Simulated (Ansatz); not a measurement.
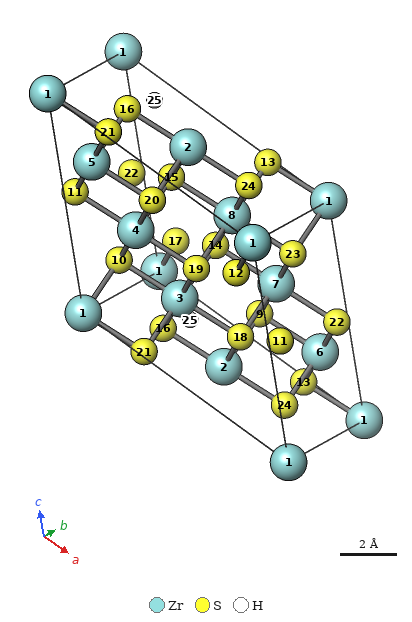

The structure as given in the input (ball-and-stick view of the cell of the calculation, seen slightly off an axis; atoms are numbered from 1 in the order of the input). An atom can appear more than once, as a periodic image.

**Zr$_{8}$HS$_{16}$: geometry relaxation (part 1 of 2)**

- system: Zr$_{8}$HS$_{16}$ (defect cell, 25 atoms in the cell)
- method: DFT PBE, scalar-relativistic, plane waves, PAW, spin-polarised (Ansatz 0.2.0)

The structure derives from a Materials Project entry. It belongs to a series of runs on one base structure; here: H interstitial, charge +0, atoms relaxed. Figures and captions count atoms from 1; the log counts them from 0 in places.

## Input file
```yaml
crystal:
  lattice:
    - [5.5278124674, -3.1914840161, 6.7579086874]
    - [5.5278124674, -3.1914840161, -6.7579086874]
    - [-1.8426041558, 9.5744520483, 0.0]
  atoms:
    - { symbol: Zr, position: [0.0, 0.0, 0.0] }
    - { symbol: Zr, position: [0.5, 0.5, 0.0] }
    - { symbol: Zr, position: [0.375, 0.375, 0.25] }
    - { symbol: Zr, position: [0.25, 0.25, 0.5] }
    - { symbol: Zr, position: [0.125, 0.125, 0.75] }
    - { symbol: Zr, position: [0.875, 0.875, 0.25] }
    - { symbol: Zr, position: [0.75, 0.75, 0.5] }
    - { symbol: Zr, position: [0.625, 0.625, 0.75] }
    - { symbol: S, position: [0.6011751479, 0.8154915188, 0.25] }
    - { symbol: S, position: [0.1011751479, 0.3154915188, 0.25] }
    - { symbol: S, position: [0.9761751479, 0.1904915188, 0.5] }
    - { symbol: S, position: [0.8511751479, 0.0654915188, 0.75] }
    - { symbol: S, position: [0.7261751479, 0.9404915188, 0.0] }
    - { symbol: S, position: [0.4761751479, 0.6904915188, 0.5] }
    - { symbol: S, position: [0.3511751479, 0.5654915188, 0.75] }
    - { symbol: S, position: [0.2261751479, 0.4404915188, 0.0] }
    - { symbol: S, position: [0.1488248521, 0.9345084812, 0.25] }
    - { symbol: S, position: [0.6488248521, 0.4345084812, 0.25] }
    - { symbol: S, position: [0.5238248521, 0.3095084812, 0.5] }
    - { symbol: S, position: [0.3988248521, 0.1845084812, 0.75] }
    - { symbol: S, position: [0.2738248521, 0.0595084812, 0.0] }
    - { symbol: S, position: [0.0238248521, 0.8095084812, 0.5] }
    - { symbol: S, position: [0.8988248521, 0.6845084812, 0.75] }
    - { symbol: S, position: [0.7738248521, 0.5595084812, 0.0] }
    - { symbol: H, position: [0.2478644687, 0.7374870381, -0.0031234152], spin: 1.0 }
basis:
  ecutwfc: 420
  xc_grid: 2
kpoints:
  mp_grid: { grid: [2, 2, 2], shift: [0.5, 0.5, 0.5] }
hamiltonian:
  xc: pbe
scf:
  occupations: { method: gaussian, width: 0.02 }
output:
  forces: true
  stress: false
  eigenvalues: true
  populations: true
  write_density: true
  write_potential: true
  elf: true
  volumetric_format: npy
magnetization:
  spin_polarized: true
relax:
  adjacent_minimum: "off"
  f_tol: 0.02
  max_steps: 60
```

Command:
```bash
ansatz run input.yaml --threads 4 --pin off --max-ram 10240MiB --backend cpu --events-out ev --progress --plain --runs-dir out
```

## Output
```
Engine: ansatz 0.2.0, x86_64-unknown-linux-gnu
Pseudopotentials: kind: paw
Pseudopotential: Zr, paw, valence charge 12, recommended cutoff 420 eV (normal), Zr.paw.azcp
Pseudopotential: S, paw, valence charge 6, recommended cutoff 420 eV (normal), S.paw.azcp
Pseudopotential: H, paw, valence charge 1, recommended cutoff 420 eV (normal), H.paw.azcp
Functional definition: PBE
  parameter kappa = 0.804
  parameter beta = 0.06672455060314922
  exchange = pbe_x(kappa = kappa, mu = beta*pi^2/3)
  correlation = pbe_c(beta = beta)
Crystal: 25 atoms, lattice volume = 635.853 Å³
Basis set: ecut = 420 eV, 12415 PW (Γ), exchange–correlation on 128×128×144 points (8 copies of the dense FFT grid, shifted against one another)
Bands: 122, of which v1, the nominal top of the filled ones, is band 97 counted from 1 (96 counted from 0)
Symmetry: 1 space group operations
Space group: P1 (ITA 1), of the structure as read, at distance tolerance 8.6e-5 Å
Magnetic group: BNS 1.1 (UNI 1), of the structure as read, at distance tolerance 8.6e-5 Å
k-points: 4 of 8 (time reversal used)
Non-local potential: Zr, projectors of the file, l = 0: 3, l = 1: 2, l = 2: 2, l = 3: 2
Non-local potential: S, projectors of the file, l = 0: 2, l = 1: 2, l = 2: 2
Non-local potential: H, projectors of the file, l = 0: 2, l = 1: 1
PAW form: soft (Blöchl's): semilocal exchange-correlation on the pseudo side does not see the compensation charge
PAW one-centre angular grid: Zr, 590 points (default); XC on 64 Gauss nodes
PAW one-centre angular grid: S, 110 points (default); XC on 64 Gauss nodes
PAW one-centre angular grid: H, 110 points (default); XC on 64 Gauss nodes
Starting moments: Σ|m| = 1 μB on 1 of 25 sites
Initial wavefunctions: pseudopotential atomic-orbital guess
Functional: x = pbe(κ = 0.804, μ = 0.2195149727645171), c = pbe(β = 0.06672455060314922)
SCF iter   1: F=—  HF=-47963.706626 eV  |F-HF|=—  |Δ(HF+E_count)|=         —  Δρ=2.23e-2 (↑2.23e-2 ↓2.14e-2)  dr2=4.39e1  dr2_m=3.71e-2  M=1.000 μB ∫|m|=1.024 μB  β_m=0.30  ethr=3.10e-3  ⟨swp⟩=6.0  Hψ=3791  notcnv=0  defer=27
preconditioner: auto → Resta (q_TF=auto, 2.237 Å⁻¹)  ε∞=7.1  [insulator: Δε(μ)=0.164 eV  Ē_g=6.788 eV  σ=0.020 eV  W_gap=1.00  n_scr=128 (ndim 8)  ℏωp=16.7 eV  f_vac=0.088  D(μ)=0.00/eV (n_scr^D=0)  ε∞_Penn≈7.1]
spin=Collinear: Resta preconditioning applied to the charge; magnetization (m = ρ↑ − ρ↓) channel mixes plain (no charge-response kernel on spin).
SCF iter   2: F=—  HF=-47958.123151 eV  |F-HF|=—  |Δ(HF+E_count)|=    5.58e0  Δρ=1.35e-2 (↑1.35e-2 ↓1.33e-2)  dr2=1.47e1  dr2_m=2.29e-3  M=1.000 μB ∫|m|=1.026 μB  β_m=1.00  ethr=3.10e-3  ⟨swp⟩=2.6  Hψ=1603  notcnv=0  defer=132
SCF iter   3: F=—  HF=-47955.203843 eV  |F-HF|=—  |Δ(HF+E_count)|=    2.92e0  Δρ=6.38e-3 (↑6.38e-3 ↓6.11e-3)  dr2=2.08e0  dr2_m=3.28e-3  M=1.000 μB ∫|m|=1.048 μB  β_m=1.00  ethr=3.10e-3  ⟨swp⟩=2.0  Hψ=1304  notcnv=0  defer=132
SCF iter   4: F=—  HF=-47954.750517 eV  |F-HF|=—  |Δ(HF+E_count)|=   4.53e-1  Δρ=3.05e-3 (↑3.05e-3 ↓2.90e-3)  dr2=3.09e-1  dr2_m=8.76e-4  M=1.000 μB ∫|m|=1.054 μB  β_m=1.00  ethr=1.08e-3  ⟨swp⟩=2.0  Hψ=1581  notcnv=0  defer=139
SCF iter   5: F=—  HF=-47954.743653 eV  |F-HF|=—  |Δ(HF+E_count)|=   6.86e-3  Δρ=1.56e-3 (↑1.56e-3 ↓1.55e-3)  dr2=1.04e-1  dr2_m=8.16e-5  M=1.000 μB ∫|m|=1.055 μB  β_m=0.30  ethr=1.60e-4  ⟨swp⟩=2.0  Hψ=1377  notcnv=0  defer=139
Mixer restart at iter 5: flushing history
spin-set hold released at iteration 5 (site moments contracting): the magnetisation degrees of freedom join the quasi-Newton model from the next iteration; the mixer history was flushed
SCF iter   6: F=—  HF=-47954.748526 eV  |F-HF|=—  |Δ(HF+E_count)|=   4.87e-3  Δρ=1.13e-3 (↑1.13e-3 ↓1.11e-3)  dr2=6.00e-2  dr2_m=3.95e-5  M=1.000 μB ∫|m|=1.056 μB  β_m=0.65  ethr=5.38e-5  ⟨swp⟩=1.5  Hψ=861  notcnv=0  defer=139
SCF iter   7: F=—  HF=-47954.774000 eV  |F-HF|=—  |Δ(HF+E_count)|=   2.55e-2  Δρ=3.39e-4 (↑3.35e-4 ↓3.39e-4)  dr2=1.21e-2  dr2_m=1.47e-6  M=1.000 μB ∫|m|=1.055 μB  β_m=0.80  ethr=3.11e-5  ⟨swp⟩=2.0  Hψ=1262  notcnv=0  defer=139
SCF iter   8: F=—  HF=-47954.782120 eV  |F-HF|=—  |Δ(HF+E_count)|=   8.12e-3  Δρ=1.02e-4 (↑1.02e-4 ↓1.01e-4)  dr2=7.51e-4  dr2_m=2.11e-6  M=1.000 μB ∫|m|=1.054 μB  β_m=0.87  ethr=6.26e-6  ⟨swp⟩=2.0  Hψ=1271  notcnv=0  defer=139
SCF iter   9: F=—  HF=-47954.783689 eV  |F-HF|=—  |Δ(HF+E_count)|=   1.57e-3  Δρ=3.25e-5 (↑3.25e-5 ↓3.12e-5)  dr2=3.71e-5  dr2_m=5.61e-7  M=1.000 μB ∫|m|=1.054 μB  β_m=0.93  ethr=3.89e-7  ⟨swp⟩=2.0  Hψ=1490  notcnv=0  defer=139
iter 10 did not close the SCF: its close was put off until two iterations running show no level that it waits for move by more than its bar (scf_convergence_deferred on its scf_iter line)
SCF iter  10: F=-47954.783774 eV  HF=-47954.783773 eV  |F-HF|=7.55e-7  |Δ(HF+E_count)|=   8.48e-5  Δρ=9.69e-6 (↑9.69e-6 ↓8.34e-6)  dr2=3.79e-6  dr2_m=1.84e-8  M=1.000 μB ∫|m|=1.054 μB  β_m=0.97  ethr=5.18e-9  ⟨swp⟩=19.5  Hψ=9102  notcnv=0
iter 11 did not close the SCF: its close was put off until two iterations running show no level that it waits for move by more than its bar (scf_convergence_deferred on its scf_iter line)
SCF iter  11: F=-47954.783776 eV  HF=-47954.783776 eV  |F-HF|=1.57e-7  |Δ(HF+E_count)|=   2.24e-6  Δρ=1.98e-6 (↑1.92e-6 ↓1.98e-6)  dr2=2.13e-7  dr2_m=5.60e-10  M=1.000 μB ∫|m|=1.054 μB  β_m=0.98  ethr=1.96e-9  ⟨swp⟩=8.0  Hψ=7000  notcnv=0
SCF iter  12: F=-47954.783776 eV  HF=-47954.783776 eV  |F-HF|=1.94e-8  |Δ(HF+E_count)|=   2.31e-7  Δρ=9.02e-7 (↑9.02e-7 ↓9.01e-7)  dr2=4.30e-8  dr2_m=2.71e-10  M=1.000 μB ∫|m|=1.054 μB  ethr=1.11e-10  ⟨swp⟩=6.5  Hψ=6009  notcnv=0
SCF 1 converged in 12 iterations: F = -47954.783776 eV  dr2 = 4.30e-8
  greatest PAW one-centre occupation: 0.995 electrons in one spin orbital (limit 2), on the Zr atom at site 7 (counted from 0), in its partial waves of l = 0
relax step   1: F+E_penalty+E_count = -47954.78377580 eV  Δ(F+E_penalty+E_count) = +0.000e0 eV  max|allowed force component| = 4.642e-2 eV/Å  Δτ_max = 0.0000 Å  (12 SCF iters, dr2 threshold 1.00e-5 eV, accepted)
Initial density: handed on by an earlier stage of this run
Starting moments: Σ|m| = 1 μB on 1 of 25 sites; this step starts from the density that it was given
Initial wavefunctions: those handed on with the density
iter 1 solved again at ethr=6.89e-7 eV; its pass at ethr=3.10e-3 eV (dr2=1.33e-3 eV) is discarded
SCF iter   1: F=—  HF=-47954.784183 eV  |F-HF|=—  |Δ(HF+E_count)|=         —  Δρ=2.03e-4 (↑2.03e-4 ↓1.99e-4)  dr2=1.36e-3  dr2_m=1.14e-6  M=1.000 μB ∫|m|=1.055 μB  β_m=0.30  ethr=6.89e-7  ⟨swp⟩=2.0  Hψ=2772  notcnv=0  defer=139
preconditioner: auto → Resta (q_TF=auto, 2.237 Å⁻¹)  ε∞=6.4  [insulator: Δε(μ)=1.109 eV  Ē_g=7.206 eV  σ=0.020 eV  W_gap=1.00  n_scr=128 (ndim 8)  ℏωp=16.7 eV  f_vac=0.134  D(μ)=0.00/eV (n_scr^D=0)  ε∞_Penn≈6.4]
spin=Collinear: Resta preconditioning applied to the charge; magnetization (m = ρ↑ − ρ↓) channel mixes plain (no charge-response kernel on spin).
SCF iter   2: F=—  HF=-47954.784039 eV  |F-HF|=—  |Δ(HF+E_count)|=   1.44e-4  Δρ=1.43e-4 (↑1.43e-4 ↓1.40e-4)  dr2=5.17e-4  dr2_m=6.72e-7  M=1.000 μB ∫|m|=1.055 μB  β_m=0.56  ethr=6.89e-7  ⟨swp⟩=1.0  Hψ=837  notcnv=0  defer=139
SCF iter   3: F=—  HF=-47954.783973 eV  |F-HF|=—  |Δ(HF+E_count)|=   6.66e-5  Δρ=3.61e-5 (↑3.61e-5 ↓3.57e-5)  dr2=3.02e-5  dr2_m=5.57e-8  M=1.000 μB ∫|m|=1.055 μB  β_m=0.69  ethr=2.68e-7  ⟨swp⟩=2.0  Hψ=1192  notcnv=0  defer=139
SCF iter   4: F=—  HF=-47954.784535 eV  |F-HF|=—  |Δ(HF+E_count)|=   5.62e-4  Δρ=6.26e-6 (↑6.26e-6 ↓6.16e-6)  dr2=1.44e-6  dr2_m=1.78e-9  M=1.000 μB ∫|m|=1.055 μB  β_m=0.81  ethr=1.56e-8  ⟨swp⟩=2.0  Hψ=1281  notcnv=0  defer=139
SCF iter   5: F=—  HF=-47954.784536 eV  |F-HF|=—  |Δ(HF+E_count)|=   4.77e-7  Δρ=2.07e-6 (↑2.07e-6 ↓1.98e-6)  dr2=2.35e-7  dr2_m=2.04e-10  M=1.000 μB ∫|m|=1.055 μB  β_m=0.90  ethr=7.45e-10  ⟨swp⟩=2.0  Hψ=1391  notcnv=0  defer=139
SCF iter   6: F=-47954.784536 eV  HF=-47954.784536 eV  |F-HF|=9.04e-9  |Δ(HF+E_count)|=   1.12e-7  Δρ=8.72e-7 (↑8.67e-7 ↓8.72e-7)  dr2=5.17e-8  dr2_m=7.53e-12  M=1.000 μB ∫|m|=1.055 μB  ethr=5.18e-11  ⟨swp⟩=13.5  Hψ=6715  notcnv=0
SCF 2 converged in 6 iterations: F = -47954.784536 eV  dr2 = 5.17e-8
relax step   2: F+E_penalty+E_count = -47954.78453581 eV  Δ(F+E_penalty+E_count) = -7.600e-4 eV  max|allowed force component| = 1.800e-2 eV/Å  Δτ_max = 0.0133 Å  (6 SCF iters, accepted)
```

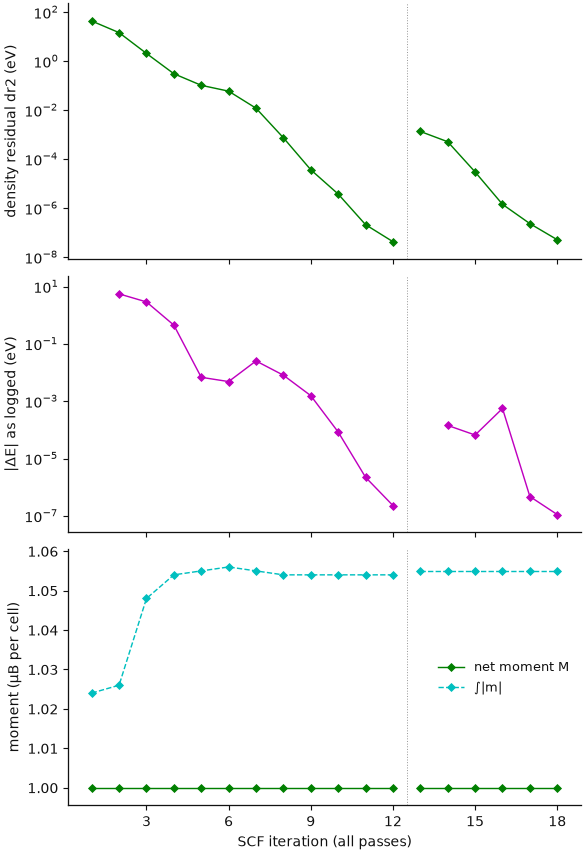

Convergence of the self-consistent field: density residual dr2, size of the energy change and magnetic moment against the SCF iteration. The dotted lines part the SCF passes of the relaxation: geometry steps, rejected trials and re-solves on a re-selected basis. The passes take 12 and 6 iterations. The net moment stays at 1.0 μB per cell.

```
SCF converged after 6 iterations
Magnetization: 1.0000 μB (97.0000 up, 96.0000 down)
Absolute magnetization: 1.0553 μB (∫|ρ↑−ρ↓|, with the PAW one-centre terms)
Spin contamination: 0.0054 ħ² per cell (⟨S²⟩ above its minimum at these occupations)
Per-site moments (μB) at R_I (Å): [(9.685406765253062e-5, 1.0610075163186818), (-0.0014731302806454093, 1.061019319189679), (0.006562495804686788, 1.0602904030309428), (0.0059811323549588975, 1.0596757559843601), (0.006471179128378213, 1.0602663933444103), (0.005625007751895171, 1.0602896028168016), (0.00597485245103984, 1.0597036511253168), (0.006285263755324977, 1.0602188759110462), (0.012738705337810605, 1.0597036511253168), (-8.832957212415738e-5, 1.0610791185907562), (0.0035094276734991318, 1.0611592115725983), (-0.00012034480005355846, 1.0610987752128451), (0.0007214907046542217, 1.0610075163186818), (0.0036544030432033247, 1.0611819326218446), (0.01338720851619027, 1.0596757559843601), (0.015191628675585024, 1.0602663933444103), (0.010831337709850482, 1.059897825877455), (-0.00034919011351557854, 1.0610977279490152), (0.003766180705430721, 1.061391922501161), (-0.00037897534886836354, 1.0611203994293723), (0.011329513598068141, 1.0608889232397234), (0.0035794988602937533, 1.0614313692071866), (0.011377037587971421, 1.0598866766368862), (0.0005593831466863626, 1.061019319189679), (0.7540525922587745, 1.1476952614333034)]
Free energy (F): -47954.784536 eV
Harris-Foulkes:  -47954.784536 eV  (|F-HF|=9.04e-9)
Internal energy: -47954.784536 eV  (E = F + TS)
E sigma→0 (E₀):  -47954.784536 eV
Fermi energy:    5.734228 eV
--- Per-component energies (eV) ---
  E_band       = -1672.897629
  E_kinetic    = 4377.386818
  E_local      = -13570.215357  (includes V_loc(G=0)·N_el)
  E_nonlocal   = 1077.452763
  E_hartree    = 5048.901658
  E_xc         = -2859.843878
  E_vxc        = -2941.619499  (∫ρ·V_xc dr)
  E_paw        = -33230.663985  (= ΣΔE_a)
  E_vpaw       = -713.713949  (= ΣTr[D̂ρ^β])
  E_aug_tail   = -0.000708  (compensation charges beyond the density's cutoff)
  E_ewald      = -8797.801846
  E_smearing   = -0.000000  (= −TS)
  E_closure    = 0.000000  (closes the sum)
  Σ components = -47954.784536   (vs F -47954.784536, Δ=0.00e0)
--- Forces (eV/Å), atoms counted from 1 ---
  atom   1  Zr    -0.00864553     0.00467128    -0.00830365
  atom   2  Zr     0.00173887    -0.00117705    -0.00639164
  atom   3  Zr     0.00490530    -0.01676530     0.00117090
  atom   4  Zr    -0.00149815     0.01012832     0.00345590
  atom   5  Zr     0.01674758     0.00389922     0.00112931
  atom   6  Zr    -0.00384190    -0.01157415    -0.00232804
  atom   7  Zr    -0.00753237    -0.00172986     0.00366599
  atom   8  Zr     0.00855708     0.01036316    -0.00227376
  atom   9  S     -0.01338924    -0.00691749    -0.01208823
  atom  10  S     -0.00509327    -0.00542579     0.00784674
  atom  11  S     -0.00277446     0.00102864     0.00324449
  atom  12  S      0.00231051     0.00630571     0.00725853
  atom  13  S      0.00647627    -0.00336661    -0.00199503
  atom  14  S     -0.00268341     0.00180528     0.00353840
  atom  15  S     -0.00080613     0.01434546    -0.01235401
  atom  16  S      0.01799674    -0.01080095    -0.01232695
  atom  17  S      0.00084001    -0.00726770     0.01373730
  atom  18  S      0.00036812    -0.00762952    -0.00281761
  atom  19  S     -0.00030374    -0.00554084    -0.00211772
  atom  20  S      0.00585305     0.00337908    -0.00244397
  atom  21  S     -0.01776626     0.00992190     0.00955870
  atom  22  S      0.00408706     0.00283657    -0.00173835
  atom  23  S      0.00613425     0.00250773     0.01424857
  atom  24  S     -0.01050764     0.00650327     0.00155798
  atom  25  H     -0.00117293     0.00050014    -0.00321854
  max |Σ_I F_I| component: 1.53e-5 eV/Å
--- Band table (eV; the first three rows and the last of 8) ---
  k-point 0 ↑: bands = ["-43.8527", "-43.8418", "-43.8230", "-43.8224", "-43.8164", "-43.8153", "-43.8134", "-43.8127", "-21.9800", "-21.9714", "-21.9597", "-21.9506", "-21.9448", "-21.8900", "-21.8789", "-21.8787", "-21.8688", "-21.8596", "-21.8506", "-21.8502", "-21.8476", "-21.8371", "-21.8360", "-21.8319", "-21.8305", "-21.8259", "-21.8183", "-21.7926", "-21.7829", "-21.7759", "-21.7703", "-21.7523", "-7.1387", "-6.8143", "-6.8041", "-6.5127", "-6.4326", "-6.4207", "-6.2596", "-6.2521", "-6.2465", "-6.2363", "-6.2286", "-6.2168", "-6.2080", "-6.1353", "-6.0603", "-6.0506", "1.1074", "1.1218", "1.2044", "1.4259", "1.5784", "1.6730", "1.7392", "1.7524", "1.8733", "1.9595", "1.9642", "2.0450", "2.0485", "2.0687", "2.0801", "2.1087", "2.5247", "2.5295", "2.6121", "2.6414", "2.6861", "2.6862", "2.6985", "2.7525", "2.7682", "2.7797", "2.9334", "2.9680", "3.0025", "3.0355", "3.0374", "3.0664", "3.0666", "3.5519", "3.5571", "3.9714", "3.9989", "4.0006", "4.0330", "4.0899", "4.0969", "4.1516", "4.1662", "4.1946", "4.1967", "4.6462", "4.7156", "4.7161", "5.1810", "6.3104", "6.6044", "6.6181", "6.6494", "6.6506", "6.8050", "7.2008", "7.3015", "7.3196", "7.8686", "7.8689", "7.9340", "7.9403", "8.0626", "8.1772", "8.2074", "8.2336", "8.2703", "8.2760", "8.5032", "8.5047", "8.5519", "8.5597", "8.5835", "9.6816"]
```
